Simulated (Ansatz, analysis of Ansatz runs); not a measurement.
# How large a cell does a hop of F in KZnF3 (Pm-3m) need?

Aim: the barrier of one jump in KZnF3 (Pm-3m) (V_F hop (2.9 Å), charge +1) in cells of several sizes and samplings, and what each costs. The smallest model is a cell of 20 host atoms with 1 F taken out.

Program: Ansatz 0.2.0. Level of theory: plane-wave PAW DFT, PBEsol; nudged elastic band between two relaxed defect structures at fixed charge in a uniform background. Results are calculated unless marked as measured.

**1. Set-up**

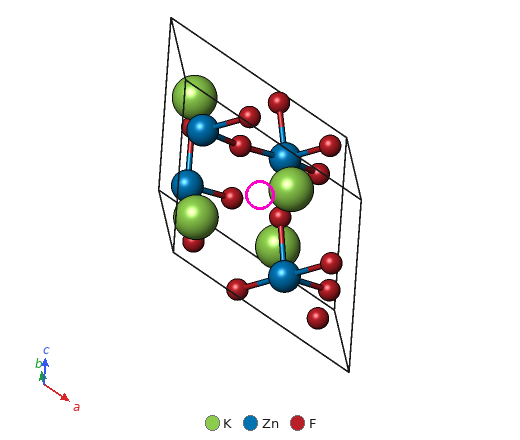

The cell as given, slightly off an axis (potassium green, zinc blue, fluorine red). A ring marks the centre wherever it is empty. Some periodic images of atoms are drawn too.

The cell holds 19 atoms: 4 K, 4 Zn and 11 F. Its edges and angles: a = 7.018 Å, b = 7.018 Å, c = 7.018 Å, α = 109.5°, β = 109.5°, γ = 109.5°. It derives from KZnF3 (space group Pm-3m). Nearest the centre at fractional (0.875, 0.375, 0.750): F9 at 1.29 Å, Zn6 at 1.50 Å, F17 at 2.38 Å, F18 at 2.38 Å, K2 at 2.52 Å, K3 at 2.53 Å, F11 at 3.04 Å, F10 at 3.11 Å. The cell carries charge +1.

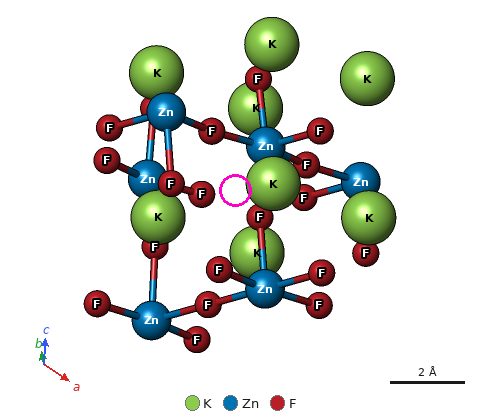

The atoms within 5 Å of the centre. A ring marks the centre wherever it is empty.

The cell's shortest repeat is 7.0 Å.

**2. The band in the smallest cell**

In each cell both ends are relaxed first and a climbing-image band joins them. Strain fields of neighbouring copies, and their charges if any, can act otherwise on the top of the path than on its ends, so the barrier may drift with size.

qp1_c20k1s.neb/input.yaml

```yaml
crystal:
  lattice:
    - [-4.0519145, 4.0519145, 4.0519145]
    - [4.0519145, -4.0519145, 4.0519145]
    - [4.0519145, 4.0519145, -4.0519145]
  atoms:
    - { symbol: K, position: [0.00473845, 0.00929292, 0.00515139] }
    - { symbol: K, position: [0.00472831, 0.50005468, 0.49593378] }
    - { symbol: K, position: [0.4959042, -0.00918773, 0.49599768] }
    - { symbol: K, position: [0.49554704, 0.49994491, 0.00525386] }
    - { symbol: Zn, position: [0.00028567, 6.113e-05, 0.50051528] }
    - { symbol: Zn, position: [0.01035009, 0.50007316, 0.0107422] }
    - { symbol: Zn, position: [0.50009081, -3.312e-05, 0.0004951] }
    - { symbol: Zn, position: [0.48988066, 0.50003786, 0.49033772] }
    - { symbol: F, position: [-0.01890422, 0.25674033, 0.7377896] }
    - { symbol: F, position: [-0.01925032, 0.74346185, 0.22498178] }
    - { symbol: F, position: [0.5194154, 0.2566674, 0.27604636] }
    - { symbol: F, position: [0.51894698, 0.74349505, 0.76325079] }
    - { symbol: F, position: [0.24999953, 0.00015144, 0.75063981] }
    - { symbol: F, position: [0.2500453, 0.50011048, 0.25062776] }
    - { symbol: F, position: [0.75010054, 1.371e-05, 0.25058291] }
    - { symbol: F, position: [0.27573899, 0.25635921, 0.51956206] }
    - { symbol: F, position: [0.22449483, 0.74387977, -0.0184107] }
    - { symbol: F, position: [0.73735242, 0.25628474, -0.01880376] }
    - { symbol: F, position: [0.76269266, 0.74385319, 0.51984653] }
total_charge: 1
basis:
  ecutwfc: 420
  xc_grid: 2
hamiltonian:
  xc: pbesol
kpoints:
  mp_grid: { grid: [1, 1, 1], shift: [0.25, 0.25, 0.25] }
scf:
  occupations: { method: fixed }
  max_iter: 100
output:
  forces: true
neb:
  images: 3
  f_tol: 0.04
  climbing: true
  initial_path: idpp
  max_iterations: 45
  order_check: false
  final_atoms:
    - { symbol: K, position: [0.0057991, -0.00832776, 0.00688018] }
    - { symbol: K, position: [0.00570255, 0.50069462, 0.49734532] }
    - { symbol: K, position: [0.49618963, -0.00876622, 0.49739814] }
    - { symbol: K, position: [0.51469924, 0.50060424, 0.0068512] }
    - { symbol: Zn, position: [0.00562639, -0.01395996, 0.49215512] }
    - { symbol: Zn, position: [0.00559728, 0.50608158, 0.01212355] }
    - { symbol: Zn, position: [0.50573392, -0.00393153, 0.00226948] }
    - { symbol: Zn, position: [0.50588095, 0.49606839, 0.50239318] }
    - { symbol: F, position: [-0.2377737, 0.4761168, 0.7387713] }
    - { symbol: F, position: [0.00455663, 0.74599609, 0.25114381] }
    - { symbol: F, position: [0.50528369, 0.2461478, 0.25184726] }
    - { symbol: F, position: [0.50604164, 0.74596174, 0.75256734] }
    - { symbol: F, position: [0.24915315, 0.01514048, 0.76473077] }
    - { symbol: F, position: [0.24904017, 0.47685701, 0.2263674] }
    - { symbol: F, position: [0.76217593, 0.01613028, 0.27878571] }
    - { symbol: F, position: [0.24932704, 0.25903651, 0.52150159] }
    - { symbol: F, position: [0.24931083, 0.7205498, -0.01714956] }
    - { symbol: F, position: [0.76185788, 0.23298817, -0.01721284] }
    - { symbol: F, position: [0.7620052, 0.77180288, 0.52160385] }
```

The run is started by

```
> ansatz run input.yaml --threads 8 --pin off --max-ram 14131MiB --backend cpu --events-out ev --progress --plain --runs-dir out
```

Numbers of over 12 decimals in the logs are rounded to 6 here.

Output:

```text
[... repeated set-up lines and file paths are left out, and long positions are rounded to six places ...]
Warning: neb: disabling space-group detection — the band's intermediate images generally break the endpoint symmetry, so the full k-mesh is solved, and no spatial operation symmetrises the density, except that a semilocal band can use its path's symmetry [...]
Engine: ansatz 0.2.0, aarch64-unknown-linux-gnu
Pseudopotentials: kind: paw
Pseudopotential: K, paw, valence charge 9, recommended cutoff 420 eV (normal), K.paw.azcp
Pseudopotential: Zn, paw, valence charge 12, recommended cutoff 420 eV (normal), Zn.paw.azcp
Pseudopotential: F, paw, valence charge 7, recommended cutoff 420 eV (normal), F.paw.azcp
Functional definition: PBEsol
  exchange = pbesol_x
  correlation = pbesol_c
parallel-image band execution: 3 concurrent image workers
NEB image 0
Crystal: 19 atoms, lattice volume = 266.098 Å³
Basis set: ecut = 420 eV, 5233 PW (Γ), exchange–correlation on 96×96×96 points (8 copies of the dense FFT grid, shifted against one another)
Bands: 99, of which v1, the nominal top of the filled ones, is band 80 counted from 1 (79 counted from 0)
Symmetry: 1 space group operations
k-points: 1
Non-local potential: K, projectors of the file, l = 0: 3, l = 1: 2, l = 2: 2
Non-local potential: Zn, projectors of the file, l = 0: 2, l = 1: 2, l = 2: 3, l = 3: 1
Non-local potential: F, projectors of the file, l = 0: 2, l = 1: 2, l = 2: 1
PAW form: soft (Blöchl's): semilocal exchange-correlation on the pseudo side does not see the compensation charge
PAW frozen core: K, regenerated for the run's functional, and the local potential with it (the file was generated under x = pbe(κ = 0.804, μ = 0.219515), c = pbe(β = 0.066725))
PAW frozen core: Zn, regenerated for the run's functional, and the local potential with it (the file was generated under x = pbe(κ = 0.804, μ = 0.219515), c = pbe(β = 0.066725))
PAW frozen core: F, regenerated for the run's functional, and the local potential with it (the file was generated under x = pbe(κ = 0.804, μ = 0.219515), c = pbe(β = 0.066725))
PAW one-centre angular grid: K, 110 points (default); XC on 64 Gauss nodes
PAW one-centre angular grid: Zn, 590 points (default); XC on 64 Gauss nodes
PAW one-centre angular grid: F, 110 points (default); XC on 64 Gauss nodes
Initial density: superposition of atomic densities (neutral atoms scaled as one to the charged cell's electrons: chi_scale 0, normalization atom), corrected by the library's trained network
Initial wavefunctions: pseudopotential atomic-orbital guess
Functional: x = pbesol(κ = 0.804, μ = 0.123457), c = pbesol(β = 0.046)
SCF iter   1: F=—  HF=-28014.961868 eV  |F-HF|=—  |Δ(HF+E_count)|=         —  Δρ=1.70e-2  dr2=5.65e-1  ethr=1.77e-3  ⟨swp⟩=5.0  Hψ=339  notcnv=0  defer=15
[...]
E_ewald      = -11173.737799
  E_core_change = 4.087829  (= ΣΔE_core)
  E_smearing   = -0.000000  (= −TS)
  E_closure    = 0.000000  (closes the sum)
  E_deformation_potential = 13.262981  (in the stress; not in F)
  Σ components = -28014.336820   (vs F -28014.336820, Δ=0.00e0)
--- Forces (eV/Å), atoms counted from 1 ---
  atom   1  K      0.00374438     0.00259879    -0.00104958
  atom   2  K      0.01072655     0.01064996    -0.01737632
  atom   3  K      0.00171150     0.00151849     0.00253284
  atom   4  K      0.00275221     0.00354322    -0.00127050
  atom   5  Zn     0.01237470     0.00368314     0.00159259
  atom   6  Zn     0.00035601    -0.00065642     0.00723046
  atom   7  Zn     0.00887944     0.00752667    -0.00177093
  atom   8  Zn     0.00377997     0.01173336     0.00184827
[...]
atom  16  F     -0.00382346    -0.00127102    -0.00034547
  atom  17  F     -0.00308102    -0.00268430     0.01005425
  atom  18  F     -0.00496705    -0.00490297    -0.01681093
  atom  19  F     -0.00133528    -0.00399718     0.00038315
  max |Σ_I F_I| component: 1.87e-4 eV/Å
--- Band table (eV) ---
  k-point 0: bands = ["-22.9154", "-22.9151", "-22.6022", "-22.5981", [... 91 left out ...] "14.1569", "14.2302", "14.5363", "14.5833"]
this run last wrote the band of iteration 6 to <dir>
--- NEB band (5 images, 6 band iterations, 180 SCF iterations) ---
  forward barrier  = 0.421729 eV
  backward barrier = 0.421658 eV
  climbing image's point = of an order that was not read
  energies are F+E_penalty+E_count in eV, relative to image 0
  image     s (Å)  Δ vs image 0  max|band force component| (eV/Å)
      0    0.0000      0.000000                                 —
      1    0.6985      0.203758                          3.297e-2
  *   2    1.3969      0.421729                          2.066e-2
      3    2.0921      0.205783                          3.247e-2
      4    2.7873      0.000071                                 —
  climbing-image geometry (image 2):
  cell:  # Å, volume = 266.0975 Å³
    - [-4.0519145, 4.0519145, 4.0519145]
    - [4.0519145, -4.0519145, 4.0519145]
    - [4.0519145, 4.0519145, -4.0519145]
  atoms:
    - { symbol: K, position: [0.006825, 0.001801, 0.008955] }
    - { symbol: K, position: [0.012874, 0.508093, 0.490390] }
    - { symbol: K, position: [0.482542, -0.022252, 0.491081] }
    - { symbol: K, position: [0.506556, 0.501980, 0.008938] }
    - { symbol: Zn, position: [0.002605, -0.012226, 0.490908] }
    - { symbol: Zn, position: [0.008788, 0.503987, 0.013354] }
    - { symbol: Zn, position: [0.508045, 0.003215, 0.011654] }
    - { symbol: Zn, position: [0.492600, 0.497826, 0.490946] }
    - { symbol: F, position: [-0.151511, 0.343621, 0.692544] }
    - { symbol: F, position: [-0.012446, 0.742098, 0.230316] }
    - { symbol: F, position: [0.505990, 0.258502, 0.264585] }
    - { symbol: F, position: [0.518013, 0.739771, 0.758511] }
    - { symbol: F, position: [0.244552, 0.013225, 0.758423] }
    - { symbol: F, position: [0.246957, 0.483014, 0.230528] }
    - { symbol: F, position: [0.763255, 0.001244, 0.264718] }
    - { symbol: F, position: [0.264942, 0.260107, 0.525496] }
    - { symbol: F, position: [0.262665, 0.757938, 0.009355] }
    - { symbol: F, position: [0.751004, 0.246171, 0.009170] }
    - { symbol: F, position: [0.764926, 0.760110, 0.525582] }
[key lines of the parts left out:]
SCF converged after 7 iterations
Free energy (F): -28014.336820 eV
Fermi energy:    2.950362 eV
```

Wall time 27 s (8 threads of Arm Neoverse N1, shared host); peak memory 0.95 GiB; 2.6 min of CPU time.

Reading the cycles: dr2 is the Hartree energy of the density residual (eV), the measure of convergence; HF is the Harris–Foulkes estimate of the energy, which meets the free energy F at convergence.

The path, image by image:

```csv
image,path (Å),energy (eV),"F9: x, y, z (Å)"
0,0.000,0.0000,"4.106, 1.873, -2.026"
1,0.698,0.2038,"4.380, 1.318, -2.029"
2,1.397,0.4217,"4.812, 0.800, -2.028"
3,2.092,0.2058,"5.331, 0.372, -2.029"
4,2.787,0.0001,"5.886, 0.101, -2.028"
```

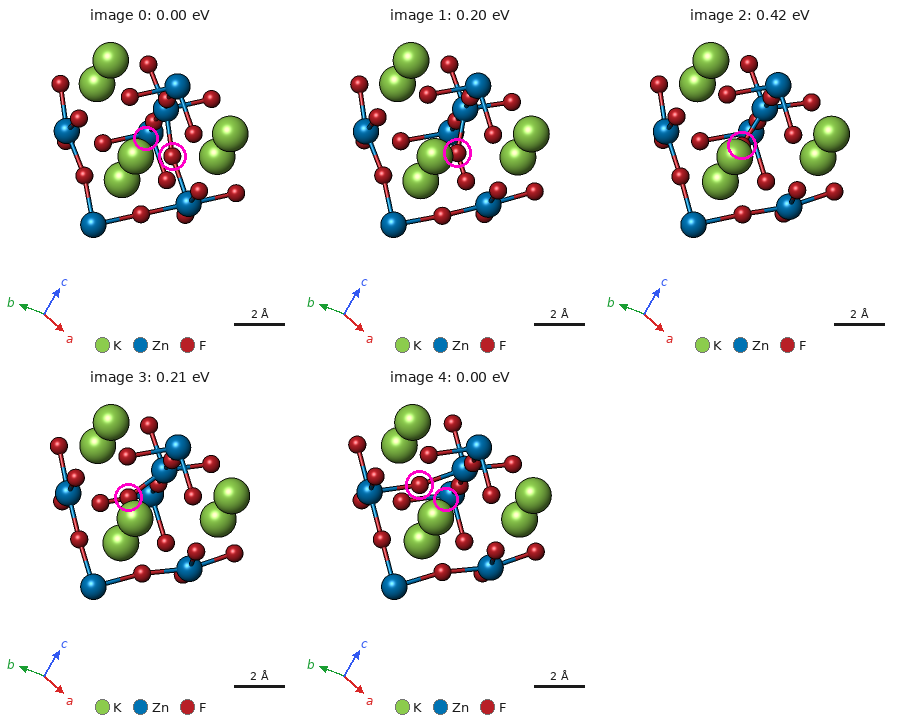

Images along the path; F9 is ringed. A ring with no atom in it marks the empty centre.

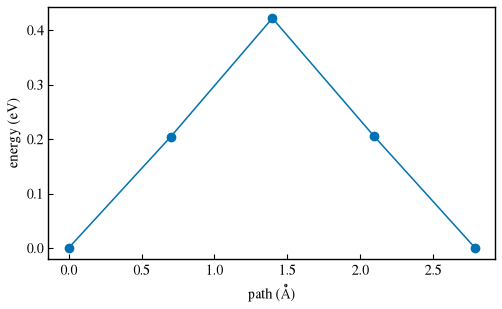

Energy along the path.

**3. The series**

The other cells are run alike, on 8 threads of Arm Neoverse N1, shared host.

```csv
host atoms,shortest repeat (Å),k-points,forward (eV),backward (eV),hop length (Å),iterations,time of the band,peak memory (GiB)
20,7.0,"one point at (¼, ¼, ¼)",0.422,0.422,2.51,6,27 s,0.9
40,8.1,"one point at (¼, ¼, ¼)",0.353,0.353,2.55,6,2 min,2.2
80,11.5,"one point at (¼, ¼, ¼)",0.307,0.307,2.56,7,11 min,6.6
```

Energies along each band (eV from the start):

```csv
host atoms,k-points,energies
20,"one point at (¼, ¼, ¼)","0.000, 0.204, 0.422, 0.206, 0.000"
40,"one point at (¼, ¼, ¼)","0.000, 0.157, 0.353, 0.159, 0.000"
80,"one point at (¼, ¼, ¼)","0.000, 0.133, 0.307, 0.135, 0.000"
```

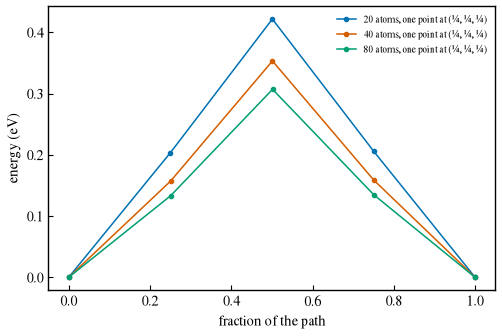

The bands, by cell.

**4. Summary of results**

```json
{"barrier, 20 atoms, one point at (¼, ¼, ¼)": "0.422 eV", "barrier, 40 atoms, one point at (¼, ¼, ¼)": "0.353 eV", "barrier, 80 atoms, one point at (¼, ¼, ¼)": "0.307 eV"}
```

In words: The largest cell gives a barrier of 0.31 eV and the first set-up 0.42 eV; over the series the values spread by 0.11 eV. The last two differ by 0.046 eV, so the series has not settled. From 40 atoms on it stays within 0.05 eV of the last value, at 19 % of the last band's time. One k-point samples cells of unlike shape differently, so the spread mixes size with sampling. The time of one iteration grows about as the number of atoms to the power 2.2, on shared hosts. No image-charge correction is applied. The order of the top as a saddle was not checked for all atoms, so a bent path could be lower. Limits: one k-point off the zone centre stands for the whole zone.

[Logs are printed without paths, hosts, clocks, repeated set-up lines and the standing remarks that a program may print on its own settings, such as how far it seeks lower states.]

[Hosts, paths, dates, database ids (printed as entryN), source tags and the programs' standing remarks are cut or masked in the printed files.]
